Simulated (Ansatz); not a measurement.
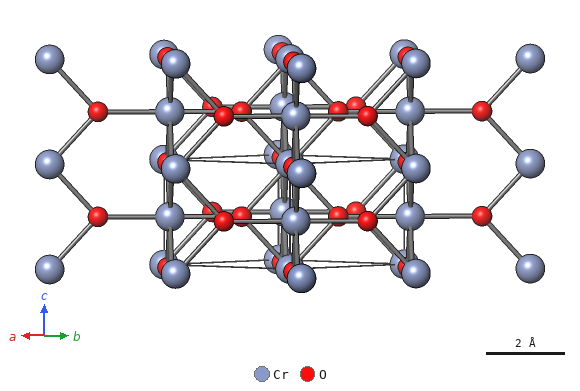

This is the input geometry for a relaxation of a crystal of CrO2 (a generated structure, set up in P4_2/mnm) (coarse preliminary run). Style: ball-and-stick. Shown: the cell of the calculation, repeated 2 × 2 × 2 with one cell outlined, from a free direction.

Case: V → Cr on all its sites, cell and atoms relaxed.

The calculation used DFT PBEsol, scalar-relativistic, plane waves, PAW (Ansatz).

Input file:
```yaml
crystal:
  lattice:
    - [4.3944452937, 0.0, 0.0]
    - [0.0, 4.3944452937, 0.0]
    - [0.0, 0.0, 2.714405314]
  atoms:
    - { symbol: Cr, position: [0.0, 0.0, 0.0], spin: 1.78 }
    - { symbol: Cr, position: [0.5, 0.5, 0.5], spin: 1.78 }
    - { symbol: O, position: [0.298898582, 0.298898582, 0.0] }
    - { symbol: O, position: [0.701101418, 0.701101418, 0.0] }
    - { symbol: O, position: [0.798898582, 0.201101418, 0.5] }
    - { symbol: O, position: [0.201101418, 0.798898582, 0.5] }
basis:
  ecutwfc: 420
kpoints:
  mp_grid: { grid: [4, 4, 8] }
hamiltonian:
  xc: pbesol
scf:
  occupations: { method: gaussian, width: 0.1 }
output:
  forces: true
  stress: true
  eigenvalues: true
  populations: true
magnetization:
  spin_polarized: true
relax:
  adjacent_minimum: "off"
  f_tol: 0.05
  max_steps: 60
  cell: { stress_tol: 0.5 }
```

Launched with:
```bash
ansatz run input.yaml --threads 1 --pin off --max-ram 2560MiB --backend cpu --events-out ev --progress --plain --runs-dir out
```

Q: What does the optimiser find from here?

A: The largest moves relative to the cell, 0.028 Å, are those of O3, O4, O5 and O6. O3 goes along [1 1 0]. Cr stays in place. The drawn cell changes as follows: a = b 4.394 → 4.395 Å (0.0 %), c 2.714 → 2.884 Å (+6.2 %); the volume changes by +6.3 %. Among the contacts that change: Cr1–Cr1 2.714 → 2.884 Å, Cr1–O5 1.845 → 1.890 Å, Cr1–O3 1.858 → 1.885 Å. Among the angles between lasting bonds that change: Cr2–O3–Cr2 94.7° → 99.4°, O5–Cr1–O6 85.3° → 80.6°, O5–Cr1–O5 94.7° → 99.4°. The space group stays P4_2/mnm (No. 136). Over 4 accepted moves (6 points after the start) the energy falls by 55.4 meV per atom. Largest force component: 0.038 eV/Å at the start, 0.0033 eV/Å at the end. Pressure: 19.56 GPa at the start and 0.10 GPa at the end. At 2 points the geometry stayed and the basis and grid were re-selected for the new cell (energy shift of 6.3 meV per atom at most each time). The run took 52 s on 1 thread of Arm Neoverse V2 (shared host), peak memory 0.39 GiB.

After the run, drawn alike:

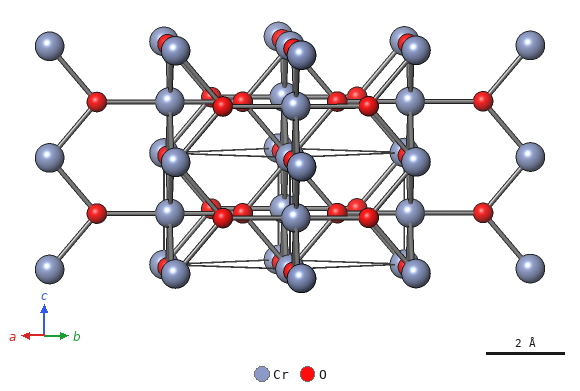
